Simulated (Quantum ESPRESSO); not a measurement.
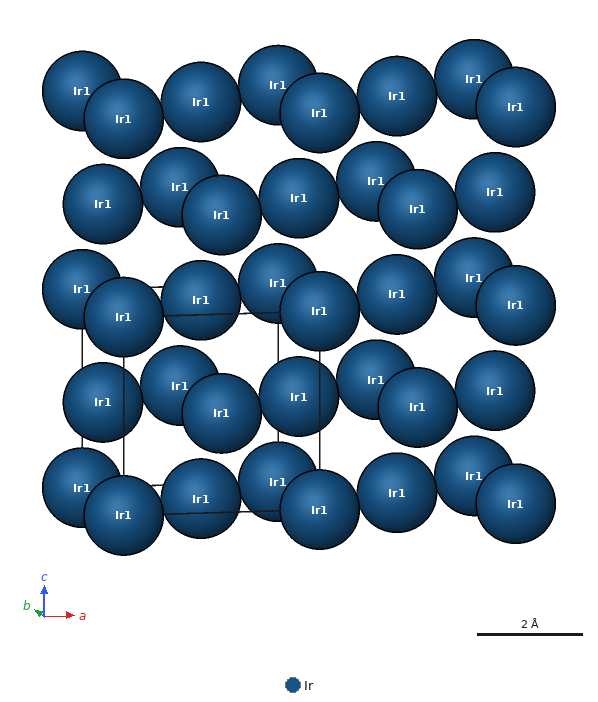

*The input geometry (spheres-only view of the cell 4 times as large as that of the calculation, set on its symmetry axes, repeated 2 × 1 × 2, seen slightly off an axis; atoms are numbered from 1 in the order of the input).*

**Single-point calculation, with input and output: Ir (part 1 of 2)**

Ir (Fm-3m, 1 atom in the cell), computed with Kohn-Sham DFT of a periodic cell, PBE, SSSP 1.3 efficiency PBE, no spin polarisation (Quantum ESPRESSO 7.5).

The structure derives from an entry of the Crystallography Open Database.

Input file:
```
&CONTROL
  calculation = 'scf'
  prefix = 'pwscf'
  outdir = './tmp'
  pseudo_dir = './pseudo'
  tprnfor = .true.
  tstress = .true.
  disk_io = 'nowf'
/
&SYSTEM
  ibrav = 0
  nat = 1
  ntyp = 1
  ecutwfc = 55
  ecutrho = 440
  nbnd = 13
  occupations = 'smearing'
  smearing = 'fd'
  degauss = 0.00367493
/
&ELECTRONS
  conv_thr = 2d-10
  electron_maxstep = 120
  mixing_beta = 0.5
/
ATOMIC_SPECIES
Ir   192.2170 Ir_pbe_v1.2.uspp.F.UPF
CELL_PARAMETERS angstrom
   0.0000000000    1.9156000000    1.9156000000
   1.9156000000    0.0000000000    1.9156000000
   1.9156000000    1.9156000000    0.0000000000
ATOMIC_POSITIONS crystal
Ir     0.0000000000    0.0000000000    0.0000000000
K_POINTS automatic
12 12 12 0 0 0
```

Command:
```bash
OMP_NUM_THREADS=1 pw.x -in pw.in > pw.out
```

The program's output:
```
This program is part of the open-source Quantum ESPRESSO suite
     for quantum simulation of materials; please cite
         "P. Giannozzi et al., J. Phys.:Condens. Matter 21 395502 (2009);
         "P. Giannozzi et al., J. Phys.:Condens. Matter 29 465901 (2017);
         "P. Giannozzi et al., J. Chem. Phys. 152 154105 (2020);
          URL
     in publications or presentations arising from this work. More details at

     Message from routine setup:
     using ibrav=0 with symmetry is DISCOURAGED, use correct ibrav instead

     Subspace diagonalization in iterative solution of the eigenvalue problem:
     a serial algorithm will be used

     G-vector sticks info
     --------------------
     sticks:   dense  smooth     PW     G-vecs:    dense   smooth      PW
     Sum         805     397    127                14841     5209     965

     Using Slab Decomposition

     bravais-lattice index     =            0
     lattice parameter (alat)  =       5.1194  a.u.
     unit-cell volume          =      94.8727 (a.u.)^3
     number of atoms/cell      =            1
     number of atomic types    =            1
     number of electrons       =        15.00
     number of Kohn-Sham states=           13
     kinetic-energy cutoff     =      55.0000  Ry
     charge density cutoff     =     440.0000  Ry
     scf convergence threshold =      2.0E-10
     mixing beta               =       0.5000
     number of iterations used =            8  plain     mixing
     Exchange-correlation= SLA  PW   PBE  PBE
                           (   1   4   3   4   0   0   0)

     celldm(1)=   5.119396  celldm(2)=   0.000000  celldm(3)=   0.000000
     celldm(4)=   0.000000  celldm(5)=   0.000000  celldm(6)=   0.000000

     crystal axes: (cart. coord. in units of alat)
               a(1) = (   0.000000   0.707107   0.707107 )
               a(2) = (   0.707107   0.000000   0.707107 )
               a(3) = (   0.707107   0.707107   0.000000 )

     reciprocal axes: (cart. coord. in units 2 pi/alat)
               b(1) = ( -0.707107  0.707107  0.707107 )
               b(2) = (  0.707107 -0.707107  0.707107 )
               b(3) = (  0.707107  0.707107 -0.707107 )

     PseudoPot. # 1 for Ir read from file:
     Ir_pbe_v1.2.uspp.F.UPF
     Pseudo is Ultrasoft + core correction, Zval = 15.0
     Generated by new atomic code, or converted to UPF format
     Using radial grid of  983 points,  7 beta functions with:
                l(1) =   0
                l(2) =   0
                l(3) =   1
                l(4) =   1
                l(5) =   1
                l(6) =   2
                l(7) =   2
     Q(r) pseudized with  8 coefficients,  rinner =    1.400   1.400   1.400
                                                       1.400   1.400

     atomic species   valence    mass     pseudopotential
     Ir               15.00   192.21700     Ir( 1.00)

     48 Sym. Ops., with inversion, found

   Cartesian axes

     site n.     atom                  positions (alat units)
         1        Ir     tau(   1) = (   0.0000000   0.0000000   0.0000000  )

     number of k points=    72  Fermi-Dirac smearing, width (Ry)=  0.0037
                       cart. coord. in units 2pi/alat
        k(    1) = (   0.0000000   0.0000000   0.0000000), wk =   0.0011574
        k(    2) = (   0.0589256   0.0589256  -0.0589256), wk =   0.0092593
        k(    3) = (   0.1178511   0.1178511  -0.1178511), wk =   0.0092593
        k(    4) = (   0.1767767   0.1767767  -0.1767767), wk =   0.0092593
        k(    5) = (   0.2357023   0.2357023  -0.2357023), wk =   0.0092593
        k(    6) = (   0.2946278   0.2946278  -0.2946278), wk =   0.0092593
        k(    7) = (  -0.3535534  -0.3535534   0.3535534), wk =   0.0046296
        k(    8) = (   0.1178511   0.0000000   0.0000000), wk =   0.0069444
        k(    9) = (   0.1767767   0.0589256  -0.0589256), wk =   0.0277778
        k(   10) = (   0.2357023   0.1178511  -0.1178511), wk =   0.0277778
        k(   11) = (   0.2946278   0.1767767  -0.1767767), wk =   0.0277778
        k(   12) = (   0.3535534   0.2357023  -0.2357023), wk =   0.0277778
        k(   13) = (  -0.2946278  -0.4124790   0.4124790), wk =   0.0277778
        k(   14) = (  -0.2357023  -0.3535534   0.3535534), wk =   0.0277778
        k(   15) = (  -0.1767767  -0.2946278   0.2946278), wk =   0.0277778
        k(   16) = (  -0.1178511  -0.2357023   0.2357023), wk =   0.0277778
        k(   17) = (  -0.0589256  -0.1767767   0.1767767), wk =   0.0277778
        k(   18) = (  -0.0000000  -0.1178511   0.1178511), wk =   0.0138889
        k(   19) = (   0.2357023   0.0000000   0.0000000), wk =   0.0069444
        k(   20) = (   0.2946278   0.0589256  -0.0589256), wk =   0.0277778
        k(   21) = (   0.3535534   0.1178511  -0.1178511), wk =   0.0277778
        k(   22) = (   0.4124790   0.1767767  -0.1767767), wk =   0.0277778
        k(   23) = (  -0.2357023  -0.4714045   0.4714045), wk =   0.0277778
        k(   24) = (  -0.1767767  -0.4124790   0.4124790), wk =   0.0277778
        k(   25) = (  -0.1178511  -0.3535534   0.3535534), wk =   0.0277778
        k(   26) = (  -0.0589256  -0.2946278   0.2946278), wk =   0.0277778
        k(   27) = (   0.0000000  -0.2357023   0.2357023), wk =   0.0138889
        k(   28) = (   0.3535534   0.0000000   0.0000000), wk =   0.0069444
        k(   29) = (   0.4124790   0.0589256  -0.0589256), wk =   0.0277778
        k(   30) = (   0.4714045   0.1178511  -0.1178511), wk =   0.0277778
        k(   31) = (  -0.1767767  -0.5303301   0.5303301), wk =   0.0277778
        k(   32) = (  -0.1178511  -0.4714045   0.4714045), wk =   0.0277778
        k(   33) = (  -0.0589256  -0.4124790   0.4124790), wk =   0.0277778
        k(   34) = (   0.0000000  -0.3535534   0.3535534), wk =   0.0138889
        k(   35) = (   0.4714045   0.0000000   0.0000000), wk =   0.0069444
        k(   36) = (   0.5303301   0.0589256  -0.0589256), wk =   0.0277778
        k(   37) = (  -0.1178511  -0.5892557   0.5892557), wk =   0.0277778
        k(   38) = (  -0.0589256  -0.5303301   0.5303301), wk =   0.0277778
        k(   39) = (  -0.0000000  -0.4714045   0.4714045), wk =   0.0138889
        k(   40) = (   0.5892557   0.0000000   0.0000000), wk =   0.0069444
        k(   41) = (  -0.0589256  -0.6481812   0.6481812), wk =   0.0277778
        k(   42) = (   0.0000000  -0.5892557   0.5892557), wk =   0.0138889
        k(   43) = (  -0.7071068   0.0000000   0.0000000), wk =   0.0034722
        k(   44) = (   0.2357023   0.1178511  -0.0000000), wk =   0.0277778
        k(   45) = (   0.2946278   0.1767767  -0.0589256), wk =   0.0555556
        k(   46) = (   0.3535534   0.2357023  -0.1178511), wk =   0.0555556
        k(   47) = (  -0.2946278  -0.4124790   0.5303301), wk =   0.0555556
        k(   48) = (  -0.2357023  -0.3535534   0.4714045), wk =   0.0277778
        k(   49) = (   0.3535534   0.1178511   0.0000000), wk =   0.0277778
        k(   50) = (   0.4124790   0.1767767  -0.0589256), wk =   0.0555556
        k(   51) = (  -0.2357023  -0.4714045   0.5892557), wk =   0.0555556
        k(   52) = (  -0.1767767  -0.4124790   0.5303301), wk =   0.0555556
        k(   53) = (  -0.1178511  -0.3535534   0.4714045), wk =   0.0555556
        k(   54) = (  -0.0589256  -0.2946278   0.4124790), wk =   0.0555556
        k(   55) = (   0.0000000  -0.2357023   0.3535534), wk =   0.0277778
        k(   56) = (   0.4714045   0.1178511   0.0000000), wk =   0.0277778
        k(   57) = (  -0.1767767  -0.5303301   0.6481812), wk =   0.0555556
        k(   58) = (  -0.1178511  -0.4714045   0.5892557), wk =   0.0555556
        k(   59) = (  -0.0589256  -0.4124790   0.5303301), wk =   0.0555556
        k(   60) = (  -0.0000000  -0.3535534   0.4714045), wk =   0.0277778
        k(   61) = (  -0.1178511  -0.5892557   0.7071068), wk =   0.0277778
        k(   62) = (  -0.0589256  -0.5303301   0.6481812), wk =   0.0555556
        k(   63) = (  -0.0000000  -0.4714045   0.5892557), wk =   0.0277778
        k(   64) = (  -0.7071068   0.1178511   0.0000000), wk =   0.0138889
        k(   65) = (  -0.2357023  -0.4714045   0.7071068), wk =   0.0277778
        k(   66) = (  -0.1767767  -0.4124790   0.6481812), wk =   0.0555556
        k(   67) = (  -0.1178511  -0.3535534   0.5892557), wk =   0.0277778
        k(   68) = (  -0.1178511  -0.4714045   0.7071068), wk =   0.0277778
        k(   69) = (  -0.0589256  -0.4124790   0.6481812), wk =   0.0555556
        k(   70) = (   0.0000000  -0.3535534   0.5892557), wk =   0.0277778
        k(   71) = (  -0.7071068   0.2357023   0.0000000), wk =   0.0138889
        k(   72) = (  -0.7071068   0.3535534   0.0000000), wk =   0.0069444

     Dense  grid:    14841 G-vectors     FFT dimensions: (  36,  36,  36)

     Smooth grid:     5209 G-vectors     FFT dimensions: (  25,  25,  25)

     Initial potential from superposition of free atoms

     starting charge      14.5000, renormalised to      15.0000

     negative rho (up, down):  3.758E-01 0.000E+00
     Starting wfcs are   12 randomized atomic wfcs +    1 random wfcs

     Self-consistent Calculation

     iteration #  1     ecut=    55.00 Ry     beta= 0.50
     Davidson diagonalization with overlap
     ethr =  1.00E-02,  avg # of iterations =  4.4

     negative rho (up, down):  3.284E-01 0.000E+00

     total energy              =    -181.67601378 Ry
     estimated scf accuracy    <       0.64287165 Ry

     iteration #  2     ecut=    55.00 Ry     beta= 0.50
     Davidson diagonalization with overlap
     ethr =  4.29E-03,  avg # of iterations =  2.2

     negative rho (up, down):  3.205E-01 0.000E+00

     total energy              =    -181.78061489 Ry
     estimated scf accuracy    <       0.00567561 Ry

     iteration #  3     ecut=    55.00 Ry     beta= 0.50
     Davidson diagonalization with overlap
     ethr =  3.78E-05,  avg # of iterations =  5.9

     negative rho (up, down):  3.171E-01 0.000E+00

     total energy              =    -181.78157582 Ry
     estimated scf accuracy    <       0.00070815 Ry

     iteration #  4     ecut=    55.00 Ry     beta= 0.50
     Davidson diagonalization with overlap
     ethr =  4.72E-06,  avg # of iterations =  2.6

     negative rho (up, down):  3.169E-01 0.000E+00

     total energy              =    -181.78163777 Ry
     estimated scf accuracy    <       0.00003134 Ry

     iteration #  5     ecut=    55.00 Ry     beta= 0.50
     Davidson diagonalization with overlap
     ethr =  2.09E-07,  avg # of iterations =  2.1

     negative rho (up, down):  3.172E-01 0.000E+00

     total energy              =    -181.78164611 Ry
     estimated scf accuracy    <       0.00000439 Ry

     iteration #  6     ecut=    55.00 Ry     beta= 0.50
     Davidson diagonalization with overlap
     ethr =  2.92E-08,  avg # of iterations =  2.0

     negative rho (up, down):  3.172E-01 0.000E+00

     total energy              =    -181.78164693 Ry
     estimated scf accuracy    <          6.7E-09 Ry

     iteration #  7     ecut=    55.00 Ry     beta= 0.50
     Davidson diagonalization with overlap
     ethr =  4.46E-11,  avg # of iterations =  2.1

     negative rho (up, down):  3.172E-01 0.000E+00

     total energy              =    -181.78164694 Ry
     estimated scf accuracy    <          7.2E-10 Ry

     iteration #  8     ecut=    55.00 Ry     beta= 0.50
     Davidson diagonalization with overlap
     ethr =  4.78E-12,  avg # of iterations =  2.0

     negative rho (up, down):  3.172E-01 0.000E+00

     End of self-consistent calculation

          k = 0.0000 0.0000 0.0000 (   645 PWs)   bands (ev):

   -24.2258 -24.2258 -24.2258  14.0172  21.2027  21.2027  21.2027  23.9106
    23.9106  35.7125  38.7563  44.3139  44.3139

          k = 0.0589 0.0589-0.0589 (   640 PWs)   bands (ev):

   -24.2822 -24.2334 -24.2334  14.3275  21.0409  21.3328  21.3328  23.8278
    23.8278  35.7125  39.2905  43.0388  44.8367

          k = 0.1179 0.1179-0.1179 (   649 PWs)   bands (ev):

   -24.4346 -24.2544 -24.2544  15.1757  20.7180  21.5968  21.5968  23.7472
    23.7472  35.7120  40.4095  41.0770  46.3140

          k = 0.1768 0.1768-0.1768 (   640 PWs)   bands (ev):

   -24.6383 -24.2829 -24.2829  16.2330  20.6995  21.6451  21.6451  24.0861
    24.0861  35.7112  38.6581  41.4819  48.4445

          k = 0.2357 0.2357-0.2357 (   646 PWs)   bands (ev):

   -24.8379 -24.3113 -24.3113  16.8814  21.4196  21.4196  21.6281  24.8819
    24.8819  35.7012  36.3965  40.1926  47.3210

          k = 0.2946 0.2946-0.2946 (   646 PWs)   bands (ev):

   -24.9815 -24.3319 -24.3319  17.0028  21.1858  21.1858  23.3544  25.6840
    25.6840  33.8695  35.7189  38.8532  45.1608

          k =-0.3536-0.3536 0.3536 (   652 PWs)   bands (ev):

   -25.0336 -24.3395 -24.3395  16.9921  21.0946  21.0946  24.3994  26.0245
    26.0245  32.5293  35.7167  38.4179  44.3608

          k = 0.1179 0.0000 0.0000 (   645 PWs)   bands (ev):

   -24.2807 -24.2462 -24.2462  14.4320  20.8884  21.4358  21.4358  23.5488
    24.0318  35.7123  39.4804  43.4676  44.5225

          k = 0.1768 0.0589-0.0589 (   653 PWs)   bands (ev):

   -24.3941 -24.2715 -24.2608  15.1096  20.5444  21.7042  21.7265  23.2415
    24.1314  35.7119  40.5701  41.8617  45.1353

          k = 0.2357 0.1179-0.1179 (   648 PWs)   bands (ev):

   -24.5769 -24.3024 -24.2852  16.1476  20.3173  21.7064  21.8979  23.4814
    24.4392  35.7115  39.7138  41.8120  46.2555

          k = 0.2946 0.1768-0.1768 (   639 PWs)   bands (ev):

   -24.7731 -24.3306 -24.3180  16.9988  20.7592  21.3412  21.7619  24.4844
    25.1190  35.7088  37.4179  41.0509  46.0984

          k = 0.3536 0.2357-0.2357 (   645 PWs)   bands (ev):

   -24.9310 -24.3504 -24.3488  17.2485  21.0046  21.5087  22.0810  25.8150
    25.8400  34.6841  35.7227  39.6265  44.6403

          k =-0.2946-0.4125 0.4125 (   651 PWs)   bands (ev):
```
